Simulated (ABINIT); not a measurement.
## Elastic calculation of ZrC (part 1 of 2)

ZrC (2 atoms in the cell), computed with Kohn-Sham DFT of a periodic cell, LDA, PseudoDojo NC SR LDA v0.4.1 standard, no spin polarisation (ABINIT 10.8.3).

The structure derives from an entry of the Crystallography Open Database.

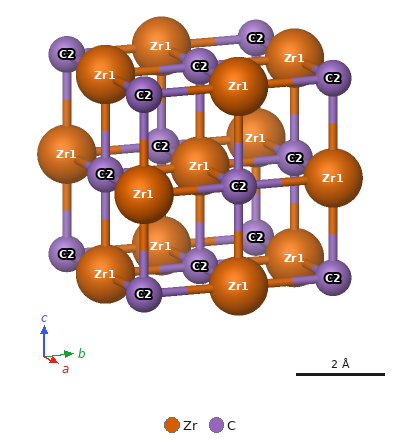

Figure 1. The input geometry (ball-and-stick view of the cell 4 times as large as that of the calculation, set on its symmetry axes, seen slightly off an axis; atoms are numbered from 1 in the order of the input). An atom can appear more than once, as a periodic image.

Input
```
# Datasets
ndtset 2

# Pseudopotentials
pp_dirpath "./"
pseudos "Zr.upf, C.upf"

# Structure
acell 3*1.0 Angstrom
rprim
     0.0000000000     2.3217405500     2.3217405500
     2.3217405500     0.0000000000     2.3217405500
     2.3217405500     2.3217405500     0.0000000000
ntypat 2
znucl 40 6
natom 2
typat 1 2
chkprim 0
chksymtnons 0
tolsym 1.0e-6
xred
            1/2            1/2            1/2
            0.0            0.0            0.0

# Plane-wave basis
ecut 1115.666836 eV
ecutsm 0.5

# k points
ngkpt 6 6 6
nshiftk 4
shiftk
     0.5000000000     0.5000000000     0.5000000000
     0.5000000000     0.0000000000     0.0000000000
     0.0000000000     0.5000000000     0.0000000000
     0.0000000000     0.0000000000     0.5000000000

# Exchange and correlation
ixc 7

# Bands and occupations
nband 16
occopt 3
tsmear 0.05 eV

# SCF cycle
nstep 80

# Output
prteig 0
prtebands 0
prtwf 0
prtden 0
prtpot 0

# Dataset 1: ground state
kptopt1 1
tolvrs1 1.0e-15
prtwf1 1
tolwfr1 1.0e-14
nbdbuf1 4
nline1 6

# Dataset 2: response at q = 0 to atomic displacements, strain
rfphon2 1
rfstrs2 3
rfatpol2 1 2
rfdir2 1 1 1
getwfk2 1
kptopt2 2
nqpt2 1
qpt2 0.0 0.0 0.0
tolvrs2 1.0e-8
```

File mrgddb.in
```
merged_DDB
ZrC
2
runo_DS1_DDB
runo_DS2_DDB
```

File anaddb.abi
```
ddb_filepath "merged_DDB"
output_file "anaddb.abo"
outdata_prefix "ana"
asr 1
chneut 0
dipdip 0
dieflag 0
enunit 0
elaflag 3
instrflag 1
eivec 1
nph1l 1
qph1l 0.0 0.0 0.0 1.0
```

Machine: 4 threads of Intel Xeon @ 2.50GHz (Skylake/Cascade Lake), 16 GiB of memory available, shared host.

Run as:
```bash
mpirun --bind-to none -np 4 abinit run.abi > log 2>&1
mrgddb < mrgddb.in > mrgddb.log 2>&1
anaddb anaddb.abi > anaddb.log 2>&1
```

The program's output
```
.Version 10.8.3 of ABINIT
 DATASET    1 : space group Fm -3 m (#225); Bravais cF (face-center cubic)
================================================================================
 Values of the parameters that define the memory need for DATASET  1.
     intxc =       0    ionmov =       0      iscf =       7    lmnmax =       6
     lnmax =       6     mgfft =      36  mpssoang =       3    mqgrid =    3001
     natom =       2  nloc_mem =       1    nspden =       1   nspinor =       1
    nsppol =       1      nsym =      48    n1xccc =    2501    ntypat =       2
    occopt =       3   xclevel =       1
       mpw =        2138          nfft =       46656          nkpt =          28
================================================================================
================================================================================

 DATASET    2 : space group Fm -3 m (#225); Bravais cF (face-center cubic)
================================================================================
 Values of the parameters that define the memory need for DATASET  2 (RF).
     intxc =       0      iscf =       7    lmnmax =       6     lnmax =       6
     mgfft =      36  mpssoang =       3    mqgrid =    3001     natom =       2
  nloc_mem =       1    nspden =       1   nspinor =       1    nsppol =       1
      nsym =      48    n1xccc =    2501    ntypat =       2    occopt =       3
   xclevel =       1
      nfft =       46656          nkpt =         432
================================================================================
================================================================================

--------------------------------------------------------------------------------
------------- Echo of variables that govern the present computation ------------
--------------------------------------------------------------------------------
 -outvars: echo values of preprocessed input variables --------
            acell      1.8897261259E+00  1.8897261259E+00  1.8897261259E+00 Bohr
              amu      9.12240000E+01  1.20110000E+01
          chkprim           0
      chksymtnons           0
             ecut      4.10000000E+01 Hartree
           ecutsm      5.00000000E-01 Hartree
           getwfk1          0
           getwfk2          1
              ixc           7
           jdtset        1    2
                       outvar_i_n : Printing only first  50 k-points.
           kptopt1          1
           kptopt2          2
         kptrlatt        6   -6    6     -6    6    6     -6   -6    6
          kptrlen      5.26494453E+01
            natom           2
            nband1         16
            nband2         16
           nbdbuf1          4
           nbdbuf2          2
           ndtset           2
            ngfft          36      36      36
             nkpt1         28
             nkpt2        432
            nline1          6
            nline2          4
             nqpt1          0
             nqpt2          1
            nstep          80
             nsym          48
           ntypat           2
                       prtocc : prtvol=0, do not print more k-points.
           occopt           3
        optdriver1          0
        optdriver2          1
           prtden           0
        prtebands           0
           prteig           0
            prtwf1          1
            prtwf2          0
           rfphon1          0
           rfphon2          1
           rfstrs1          0
           rfstrs2          3
            rprim      0.0000000000E+00  2.3217405500E+00  2.3217405500E+00
                       2.3217405500E+00  0.0000000000E+00  2.3217405500E+00
                       2.3217405500E+00  2.3217405500E+00  0.0000000000E+00
           shiftk      5.00000000E-01  5.00000000E-01  5.00000000E-01
          spgroup         225
           tolsym      1.00000000E-06
           tolvrs1     1.00000000E-15
           tolvrs2     1.00000000E-08
           tolwfr1     1.00000000E-14
           tolwfr2     0.00000000E+00
           tsmear      1.83746611E-03 Hartree
            typat      1  2
                       outvars : Printing only first  50 k-points.
           xangst      2.3217405500E+00  2.3217405500E+00  2.3217405500E+00
                       0.0000000000E+00  0.0000000000E+00  0.0000000000E+00
            xcart      4.3874537749E+00  4.3874537749E+00  4.3874537749E+00
                       0.0000000000E+00  0.0000000000E+00  0.0000000000E+00
             xred      5.0000000000E-01  5.0000000000E-01  5.0000000000E-01
                       0.0000000000E+00  0.0000000000E+00  0.0000000000E+00
            znucl       40.00000    6.00000

================================================================================

 chkinp: Checking input parameters for consistency, jdtset=   1.

 chkinp: Checking input parameters for consistency, jdtset=   2.

================================================================================
== DATASET  1 ==================================================================

--- !DatasetInfo
iteration_state: {dtset: 1, }
dimensions: {natom: 2, nkpt: 28, mband: 16, nsppol: 1, nspinor: 1, nspden: 1, mpw: 2138, }
cutoff_energies: {ecut:  41.0, pawecutdg:  -1.0, }
electrons: {nelect:   1.60000000E+01, charge:   0.00000000E+00, occopt:   3.00000000E+00, tsmear:   1.83746611E-03, }
meta: {optdriver: 0, ionmov: 0, optcell: 0, iscf: 7, paral_kgb: 0, }
...

 Exchange-correlation functional for the present dataset will be:
  LDA: Perdew-Wang 92 LSD fit to Ceperley-Alder data - ixc=7
  J.P.Perdew and Y.Wang, PRB 45, 13244 (1992)

 Real(R)+Recip(G) space primitive vectors, cartesian coordinates (Bohr,Bohr^-1):
 R(1)=  0.0000000  4.3874538  4.3874538  G(1)= -0.1139613  0.1139613  0.1139613
 R(2)=  4.3874538  0.0000000  4.3874538  G(2)=  0.1139613 -0.1139613  0.1139613
 R(3)=  4.3874538  4.3874538  0.0000000  G(3)=  0.1139613  0.1139613 -0.1139613
 Unit cell volume ucvol=  1.6891478E+02 bohr^3
 Angles (23,13,12)=  6.00000000E+01  6.00000000E+01  6.00000000E+01 degrees

 getcut: wavevector=  0.0000  0.0000  0.0000  ngfft=  36  36  36
         ecut(hartree)=     41.000   => boxcut(ratio)=   2.01288

--- Pseudopotential description ------------------------------------------------
- pspini: atom type   1  psp file is ./Zr.upf
  40.00000  12.00000  180309                  znucl, zion, pspdat
12 -1012 2 -1 1584                            pspcod,pspxc,lmax,lloc,mmax
     nproj     2     2     2

- pspini: atom type   2  psp file is ./C.upf
   6.00000   4.00000  180309                  znucl, zion, pspdat
12 -1012 1 -1 1234                            pspcod,pspxc,lmax,lloc,mmax
     nproj     2     2     0

   3.71618947E+02                                ecore*ucvol(ha*bohr**3)
--------------------------------------------------------------------------------

================================================================================

--- !BeginCycle
iteration_state: {dtset: 1, }
solver: {iscf: 7, nstep: 80, nline: 6, wfoptalg: 0, }
tolerances: {tolwfr: 1.00E-14, tolvrs: 1.00E-15, }
...

     iter   Etot(hartree)      deltaE(h)  residm     vres2
 ETOT  1  -56.577695315833    -5.658E+01 5.093E-02 9.377E+02
 ETOT  2  -56.470719973298     1.070E-01 4.209E-05 1.619E+03
 ETOT  3  -56.784827159005    -3.141E-01 4.727E-03 1.151E+00
 ETOT  4  -56.785174853678    -3.477E-04 8.819E-06 4.421E-01
 ETOT  5  -56.785223239737    -4.839E-05 7.686E-06 2.259E-01
 ETOT  6  -56.785267284137    -4.404E-05 4.355E-07 3.268E-02
 ETOT  7  -56.785274610619    -7.326E-06 1.300E-07 6.189E-04
 ETOT  8  -56.785274749413    -1.388E-07 2.741E-09 5.332E-06
 ETOT  9  -56.785274750623    -1.210E-09 2.784E-11 8.473E-09
 ETOT 10  -56.785274750625    -2.295E-12 4.585E-14 2.335E-12
 ETOT 11  -56.785274750625     1.208E-13 8.515E-15 5.956E-14
 ETOT 12  -56.785274750624     9.024E-13 8.550E-15 2.189E-15
 ETOT 13  -56.785274750626    -1.663E-12 8.563E-15 1.230E-17

 At SCF step   13  max residual=  8.56E-15 < tolwfr=  1.00E-14 AND vres2   =  1.23E-17 < tolvrs=  1.00E-15 =>converged.

 Cartesian components of stress tensor (hartree/bohr^3)
  sigma(1 1)= -4.24362075E-06  sigma(3 2)=  0.00000000E+00
  sigma(2 2)= -4.24362075E-06  sigma(3 1)=  0.00000000E+00
  sigma(3 3)= -4.24362075E-06  sigma(2 1)=  0.00000000E+00

--- !ResultsGS
iteration_state: {dtset: 1, }
comment   : Summary of ground state results
lattice_vectors:
- [  0.0000000,   4.3874538,   4.3874538, ]
- [  4.3874538,   0.0000000,   4.3874538, ]
- [  4.3874538,   4.3874538,   0.0000000, ]
lattice_lengths: [   6.20480,    6.20480,    6.20480, ]
lattice_angles: [ 60.000,  60.000,  60.000, ] # degrees, (23, 13, 12)
lattice_volume:   1.6891478E+02
convergence: {deltae: -1.663E-12, res2:  1.230E-17, residm:  8.563E-15, diffor: null, }
etotal    :  -5.67852748E+01
entropy   :   0.00000000E+00
fermie    :   4.27531436E-01
cartesian_stress_tensor: # hartree/bohr^3
- [ -4.24362075E-06,   0.00000000E+00,   0.00000000E+00, ]
- [  0.00000000E+00,  -4.24362075E-06,   0.00000000E+00, ]
- [  0.00000000E+00,   0.00000000E+00,  -4.24362075E-06, ]
pressure_GPa:   1.2485E-01
xred      :
- [  5.0000E-01,   5.0000E-01,   5.0000E-01, Zr]
- [  0.0000E+00,   0.0000E+00,   0.0000E+00,  C]
cartesian_forces: # hartree/bohr
- [ -0.00000000E+00,  -0.00000000E+00,  -0.00000000E+00, ]
- [ -0.00000000E+00,  -0.00000000E+00,  -0.00000000E+00, ]
force_length_stats: {min:   0.00000000E+00, max:   0.00000000E+00, mean:   0.00000000E+00, }
...

 Integrated electronic density in atomic spheres:
 ------------------------------------------------
 Atom  Sphere_radius  Integrated_density
    1        2.00000          8.40029674
    2        2.00000          3.84404165
================================================================================

 ----iterations are completed or convergence reached----

 Mean square residual over all n,k,spin=   12.286E-16; max=  85.633E-16
 reduced coordinates (array xred) for    2 atoms
       0.500000000000      0.500000000000      0.500000000000
       0.000000000000      0.000000000000      0.000000000000
 rms dE/dt=  0.0000E+00; max dE/dt=  0.0000E+00; dE/dt below (all hartree)
    1       0.000000000000      0.000000000000      0.000000000000
    2       0.000000000000      0.000000000000      0.000000000000

 cartesian coordinates (angstrom) at end:
    1      2.32174055000000     2.32174055000000     2.32174055000000
    2      0.00000000000000     0.00000000000000     0.00000000000000

 cartesian forces (hartree/bohr) at end:
    1     -0.00000000000000    -0.00000000000000    -0.00000000000000
    2     -0.00000000000000    -0.00000000000000    -0.00000000000000
 frms,max,avg= 0.0000000E+00 0.0000000E+00   0.000E+00  0.000E+00  0.000E+00 h/b

 cartesian forces (eV/Angstrom) at end:
    1     -0.00000000000000    -0.00000000000000    -0.00000000000000
    2     -0.00000000000000    -0.00000000000000    -0.00000000000000
 frms,max,avg= 0.0000000E+00 0.0000000E+00   0.000E+00  0.000E+00  0.000E+00 e/A
 length scales=  1.889726125908  1.889726125908  1.889726125908 bohr
              =  1.000000000000  1.000000000000  1.000000000000 angstroms
 Fermi (or HOMO) energy (hartree) =   0.42753   Average Vxc (hartree)=  -0.47194
 Eigenvalues (hartree) for nkpt=  28  k points:
 kpt#   1, nband= 16, wtk=  0.02778, kpt= -0.0833 -0.1667  0.0000 (reduced coord)
  -1.33096   -0.52148   -0.51554   -0.51497    0.03151    0.36511    0.40175    0.41048
   0.46072    0.51486    0.52621    0.57480    0.63140    0.75592    0.87189    1.14870
      occupation numbers for kpt#   1
   2.00000    2.00000    2.00000    2.00000    2.00000    2.00000    2.00000    1.99981
   0.00000    0.00000    0.00000    0.00000    0.00000    0.00000    0.00000    0.00000
 prteigrs : prtvol=0 or 1, do not print more k-points.

--- !EnergyTerms
iteration_state     : {dtset: 1, }
comment             : Components of total free energy in Hartree
kinetic             :  1.84803063343278E+01
hartree             :  6.10668198302167E+00
xc                  : -1.21625177622689E+01
Ewald energy        : -4.77607475659328E+01
psp_core            :  2.20003804768731E+00
local_psp           : -2.87081411732677E+01
non_local_psp       :  5.05927659883931E+00
internal            : -5.67851035375932E+01
'-kT*entropy'       : -1.71213032727947E-04
total_energy        : -5.67852747506260E+01
total_energy_eV     : -1.54520604432344E+03
band_energy         : -3.66307751911993E+00
...

 Cartesian components of stress tensor (hartree/bohr^3)
  sigma(1 1)= -4.24362075E-06  sigma(3 2)=  0.00000000E+00
  sigma(2 2)= -4.24362075E-06  sigma(3 1)=  0.00000000E+00
  sigma(3 3)= -4.24362075E-06  sigma(2 1)=  0.00000000E+00

-Cartesian components of stress tensor (GPa)         [Pressure=  1.2485E-01 GPa]
- sigma(1 1)= -1.24851633E-01  sigma(3 2)=  0.00000000E+00
- sigma(2 2)= -1.24851633E-01  sigma(3 1)=  0.00000000E+00
- sigma(3 3)= -1.24851633E-01  sigma(2 1)=  0.00000000E+00

================================================================================
== DATASET  2 ==================================================================

--- !DatasetInfo
iteration_state: {dtset: 2, }
dimensions: {natom: 2, nkpt: 432, mband: 16, nsppol: 1, nspinor: 1, nspden: 1, mpw: 2138, }
cutoff_energies: {ecut:  41.0, pawecutdg:  -1.0, }
electrons: {nelect:   1.60000000E+01, charge:   0.00000000E+00, occopt:   3.00000000E+00, tsmear:   1.83746611E-03, }
meta: {optdriver: 1, rfphon: 1, rfstrs: 3, }
...

 mkfilename : getwfk/=0, take file _WFK from output of DATASET   1.

 Exchange-correlation functional for the present dataset will be:
  LDA: Perdew-Wang 92 LSD fit to Ceperley-Alder data - ixc=7
  J.P.Perdew and Y.Wang, PRB 45, 13244 (1992)

 Real(R)+Recip(G) space primitive vectors, cartesian coordinates (Bohr,Bohr^-1):
 R(1)=  0.0000000  4.3874538  4.3874538  G(1)= -0.1139613  0.1139613  0.1139613
 R(2)=  4.3874538  0.0000000  4.3874538  G(2)=  0.1139613 -0.1139613  0.1139613
 R(3)=  4.3874538  4.3874538  0.0000000  G(3)=  0.1139613  0.1139613 -0.1139613
 Unit cell volume ucvol=  1.6891478E+02 bohr^3
 Angles (23,13,12)=  6.00000000E+01  6.00000000E+01  6.00000000E+01 degrees
 setup1 : take into account q-point for computing boxcut.

 getcut: wavevector=  0.0000  0.0000  0.0000  ngfft=  36  36  36
         ecut(hartree)=     41.000   => boxcut(ratio)=   2.01288
--------------------------------------------------------------------------------

 symkchk : k-point set has full space-group symmetry.

 ==>  initialize data related to q vector <==

 The list of irreducible perturbations for this q vector is:
    1)    idir= 1    ipert=   1
    2)    idir= 1    ipert=   2
    3)    idir= 1    ipert=   5
    4)    idir= 2    ipert=   5
    5)    idir= 3    ipert=   5
    6)    idir= 1    ipert=   6
    7)    idir= 2    ipert=   6
    8)    idir= 3    ipert=   6
```
